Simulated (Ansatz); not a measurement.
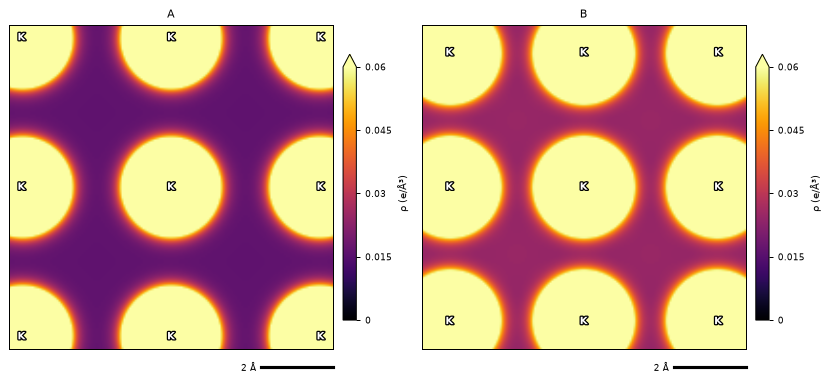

K. The valence pseudo-density of two cells that differ in size and shape, on the (001) plane of each (indices in the axes of the calculation cell), at one length scale and on one colour scale: A has 80.1 Å³ an atom and B 71.5.

These are results of DFT r2SCAN, scalar-relativistic, plane waves, PAW (Ansatz), not measurements.

> What does the compression do to the bonding and the properties?

From the larger cell to the smaller, K–K goes from 4.16 to 3.74 Å, and the density at its midpoint from 0.02 to 0.03 e/Å³; the pressure goes from 0.0 to 0.9 GPa.
